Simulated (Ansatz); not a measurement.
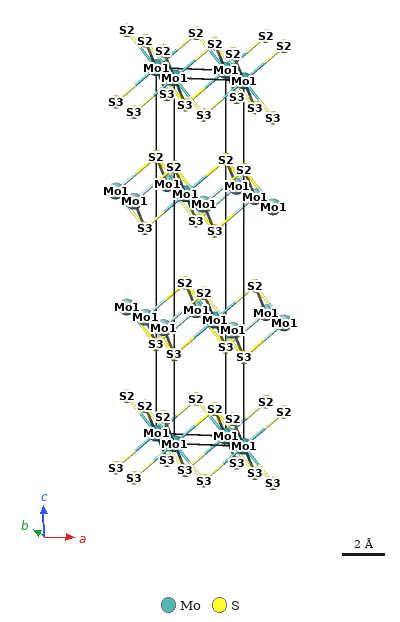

Figure 1. The structure (ball-and-stick view of the cell 3 times as large as that of the calculation, set on its symmetry axes, seen slightly off an axis; neighbours outside the cell are drawn fainter; atoms are numbered from 1 in the order of the input). Near neighbours in the crystal (not all of them lie inside the picture): Mo has 6 S at 2.57 Å; S has 3 Mo at 2.57 Å.

# Two runs on MoS$_{2}$

System: MoS$_{2}$ (3 atoms in the cell).
Method of run A: DFT PBE+D3(BJ), scalar-relativistic, plane waves, PAW, no spin polarisation (Ansatz 0.2.0).

The structure derives from an entry of the Crystallography Open Database. Text and figures count atoms from 1; the logs count them from 0 in places.

## The input, run A
```yaml
crystal:
  lattice:
    - [1.7429858539, 1.006313352, 5.9589013495]
    - [-1.7429858539, 1.006313352, 5.9589013495]
    - [0.0, -2.0126267039, 5.9589013495]
  atoms:
    - { symbol: Mo, position: [0.0, 0.0, 0.0] }
    - { symbol: S, position: [0.7563304588, 0.7563304588, 0.7563304588] }
    - { symbol: S, position: [0.2436695412, 0.2436695412, 0.2436695412] }
basis:
  ecutwfc: 420
kpoints:
  mp_grid: { grid: [18, 18, 18] }
hamiltonian:
  xc: pbe
  dispersion: d3bj
scf:
  occupations: { method: gaussian, width: 0.15 }
output:
  forces: true
  stress: true
  eigenvalues: true
```

Launched with:
```bash
ansatz run input.yaml --threads 1 --pin off --max-ram 2560MiB --backend cpu --events-out ev --progress --plain --runs-dir out
```

Hardware: 1 thread of AMD EPYC (Zen 5), 32 GiB of memory available, shared host.

## Output, shortened to warnings, some set-up lines, iterations and results (run A)
```
Basis set: ecut = 420 eV, 1237 PW (Γ), FFT grids on a1−a3, a2−a3, a3, exchange–correlation on 48×48×90 points (8 copies of the dense FFT grid, shifted against one another)
Symmetry: 12 space group operations
k-points: 580 of 5832
Initial density: superposition of atomic densities (neutral atoms: chi_scale 0, normalization atom), corrected by the library's trained network
[...]
SCF iter   1: F=—  HF=-6762.340529 eV  |F-HF|=—  |Δ(HF+E_count)|=         —  Δρ=5.19e-3  dr2=9.72e-3  ethr=1.77e-3  ⟨swp⟩=5.1  Hψ=49506  notcnv=0
SCF iter   2: F=—  HF=-6762.341763 eV  |F-HF|=—  |Δ(HF+E_count)|=   1.23e-3  Δρ=3.36e-3  dr2=6.08e-3  ethr=3.74e-5  ⟨swp⟩=2.3  Hψ=21850  notcnv=0
SCF iter   3: F=—  HF=-6762.339856 eV  |F-HF|=—  |Δ(HF+E_count)|=   1.91e-3  Δρ=3.52e-4  dr2=6.74e-5  ethr=2.34e-5  ⟨swp⟩=2.2  Hψ=15274  notcnv=0
SCF iter   4: F=—  HF=-6762.339880 eV  |F-HF|=—  |Δ(HF+E_count)|=   2.41e-5  Δρ=1.12e-4  dr2=6.44e-6  ethr=2.59e-7  ⟨swp⟩=2.0  Hψ=16277  notcnv=0
SCF iter   5: F=—  HF=-6762.339880 eV  |F-HF|=—  |Δ(HF+E_count)|=   4.20e-8  Δρ=1.90e-5  dr2=1.48e-7  ethr=2.48e-8  ⟨swp⟩=2.0  Hψ=14253  notcnv=0
SCF iter   6: F=-6762.339880 eV  HF=-6762.339880 eV  |F-HF|=1.40e-8  |Δ(HF+E_count)|=   1.51e-7  Δρ=5.52e-6  dr2=2.63e-8  ethr=3.85e-10  ⟨swp⟩=5.0  Hψ=40048  notcnv=0
SCF 1 converged in 6 iterations: F = -6762.339880 eV  dr2 = 2.63e-8
SCF converged after 6 iterations
Free energy (F): -6762.339880 eV
Harris-Foulkes:  -6762.339880 eV  (|F-HF|=1.40e-8)
Internal energy: -6762.320099 eV  (E = F + TS)
E sigma→0 (E₀):  -6762.329990 eV
Entropy (-TS):   -0.019781 eV (-6.594 meV/atom)
Fermi energy:    8.568896 eV
--- Per-component energies (eV) ---
  E_band       = -207.814388
  E_kinetic    = 641.993275
  E_local      = -1825.061985  (includes V_loc(G=0)·N_el)
  E_nonlocal   = 199.179512
  E_hartree    = 662.933084
  E_xc         = -372.721018
  E_vxc        = -397.221886  (∫ρ·V_xc dr)
  E_paw        = -4400.887745  (= ΣΔE_a)
  E_vpaw       = -152.562870  (= ΣTr[D̂ρ^β])
  E_aug_tail   = 0.000044  (compensation charges beyond the density's cutoff)
  E_ewald      = -1666.669880
  E_disp       = -1.085387  (pairwise vdW)
  E_smearing   = -0.019781  (= −TS)
  E_closure    = -0.000000  (closes the sum)
  Σ components = -6762.339880   (vs F -6762.339880, Δ=0.00e0)
--- Forces (eV/Å), atoms counted from 1 ---
  atom   1  Mo     0.00000000     0.00000000     0.00000000
  atom   2  S     -0.00000000    -0.00000000    -1.92766309
  atom   3  S      0.00000000     0.00000000     1.92766309
  max |Σ_I F_I| component: 3.61e-19 eV/Å
--- Stress (GPa, compression-positive) ---
      -20.649624       0.000000       0.000000
        0.000000     -20.649624       0.000000
        0.000000       0.000000     -15.652534
  P = ⅓ Tr σ = -18.9839 GPa (-189.839 kbar)
```

The input of run B differs as follows (lines with − go, lines with + come):
```diff
-    - [1.7429858539, 1.006313352, 5.9589013495]
-    - [-1.7429858539, 1.006313352, 5.9589013495]
-    - [0.0, -2.0126267039, 5.9589013495]
+    - [1.6254811896, 0.9384720024, 5.9589013495]
+    - [-1.6254811896, 0.9384720024, 5.9589013495]
+    - [0.0, -1.8769440048, 5.9589013495]
```

What does this change do to the results?

With the same functional and potentials, run B lies 269.0 meV per atom lower. The pressure goes from −18.98 to −8.89 GPa. The largest force goes from 1.928 to 0.824 eV/Å. The volume per atom goes from 20.90 to 18.18 Å³. The SCF takes 7 iterations against 6. The plane waves at Γ go from 1237 to 1093.

## Output, shortened to warnings, some set-up lines, iterations and results (run B)
```
Basis set: ecut = 420 eV, 1093 PW (Γ), FFT grids on a1−a3, a2−a3, a3, exchange–correlation on 48×48×90 points (8 copies of the dense FFT grid, shifted against one another)
Symmetry: 12 space group operations
k-points: 580 of 5832
Initial density: superposition of atomic densities (neutral atoms: chi_scale 0, normalization atom), corrected by the library's trained network
[...]
SCF iter   1: F=—  HF=-6763.149146 eV  |F-HF|=—  |Δ(HF+E_count)|=         —  Δρ=4.94e-3  dr2=2.72e-2  ethr=1.77e-3  ⟨swp⟩=5.0  Hψ=51188  notcnv=0
SCF iter   2: F=—  HF=-6763.147677 eV  |F-HF|=—  |Δ(HF+E_count)|=   1.47e-3  Δρ=2.54e-3  dr2=8.86e-3  ethr=1.05e-4  ⟨swp⟩=1.0  Hψ=14507  notcnv=0
SCF iter   3: F=—  HF=-6763.147044 eV  |F-HF|=—  |Δ(HF+E_count)|=   6.33e-4  Δρ=3.82e-4  dr2=3.55e-4  ethr=3.41e-5  ⟨swp⟩=1.4  Hψ=11441  notcnv=0
SCF iter   4: F=—  HF=-6763.146996 eV  |F-HF|=—  |Δ(HF+E_count)|=   4.78e-5  Δρ=1.56e-4  dr2=1.82e-5  ethr=1.37e-6  ⟨swp⟩=2.0  Hψ=13648  notcnv=0
SCF iter   5: F=—  HF=-6763.147020 eV  |F-HF|=—  |Δ(HF+E_count)|=   2.39e-5  Δρ=4.54e-5  dr2=2.23e-6  ethr=7.01e-8  ⟨swp⟩=2.3  Hψ=14261  notcnv=0
SCF iter   6: F=—  HF=-6763.147021 eV  |F-HF|=—  |Δ(HF+E_count)|=   1.36e-6  Δρ=1.48e-5  dr2=1.36e-7  ethr=8.59e-9  ⟨swp⟩=2.0  Hψ=14147  notcnv=0
SCF iter   7: F=-6763.147021 eV  HF=-6763.147021 eV  |F-HF|=1.08e-8  |Δ(HF+E_count)|=   2.20e-7  Δρ=3.47e-6  dr2=8.25e-9  ethr=3.85e-10  ⟨swp⟩=4.8  Hψ=38086  notcnv=0
SCF 1 converged in 7 iterations: F = -6763.147021 eV  dr2 = 8.25e-9
SCF converged after 7 iterations
Free energy (F): -6763.147021 eV
Harris-Foulkes:  -6763.147021 eV  (|F-HF|=1.08e-8)
Internal energy: -6763.132979 eV  (E = F + TS)
E sigma→0 (E₀):  -6763.140000 eV
Entropy (-TS):   -0.014042 eV (-4.681 meV/atom)
Fermi energy:    10.745942 eV
--- Per-component energies (eV) ---
  E_band       = -159.692632
  E_kinetic    = 650.906300
  E_local      = -1784.666057  (includes V_loc(G=0)·N_el)
  E_nonlocal   = 199.304055
  E_hartree    = 665.029723
  E_xc         = -376.419782
  E_vxc        = -402.239184  (∫ρ·V_xc dr)
  E_paw        = -4401.290639  (= ΣΔE_a)
  E_vpaw       = -153.059296  (= ΣTr[D̂ρ^β])
  E_aug_tail   = 0.000052  (compensation charges beyond the density's cutoff)
  E_ewald      = -1714.744644
  E_disp       = -1.251987  (pairwise vdW)
  E_smearing   = -0.014042  (= −TS)
  E_closure    = 0.000000  (closes the sum)
  Σ components = -6763.147021   (vs F -6763.147021, Δ=0.00e0)
--- Forces (eV/Å), atoms counted from 1 ---
  atom   1  Mo     0.00000000     0.00000000    -0.00000000
  atom   2  S     -0.00000000     0.00000000    -0.82449486
  atom   3  S      0.00000000    -0.00000000     0.82449486
  max |Σ_I F_I| component: 2.22e-16 eV/Å
--- Stress (GPa, compression-positive) ---
       -9.443698       0.000000      -0.000000
        0.000000      -9.443698      -0.000000
       -0.000000       0.000000      -7.768204
  P = ⅓ Tr σ = -8.8852 GPa (-88.852 kbar)
```

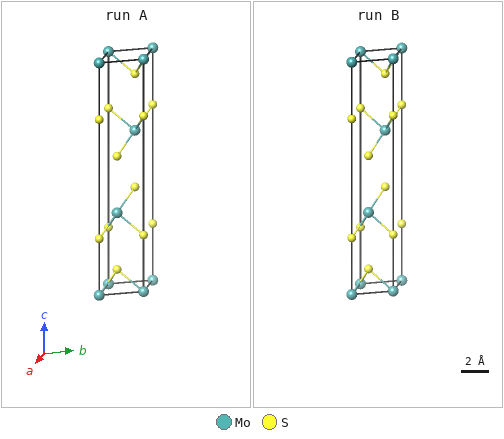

Figure 2. The two input geometries at one scale (ball-and-stick view of the cell 3 times as large as that of the calculation, set on its symmetry axes, seen slightly off an axis). The atoms keep their places relative to the cell (all moves are under 0.005 Å). Cell: a = b 3.486 → 3.251 Å (−6.7 %), c stays at 17.877 Å. Volume −13.0 %. Among the contacts that change: Mo–S 2.573 → 2.468 Å.

## The two runs side by side

```tsv
quantity	run A	run B
outcome	converged	converged
free energy per atom (eV)	−2254.1133	−2254.3823
energy per atom, smearing taken to zero (eV)	−2254.1100	−2254.3800
gap on the mesh (eV)	0.00	0.00
pressure (GPa)	−18.98	−8.89
volume per atom (Å³)	20.90	18.18
largest force (eV/Å)	1.928	0.824
SCF iterations	6	7
irreducible k-points	580	580
plane waves at Γ	1237	1093
wall time (shared host)	8.2 s	7.5 s
```

For run A: The cell is under a tension of 19.0 GPa at this level, so it is not at its equilibrium volume. For run B: The cell is under a tension of 8.9 GPa at this level, so it is not at its equilibrium volume.
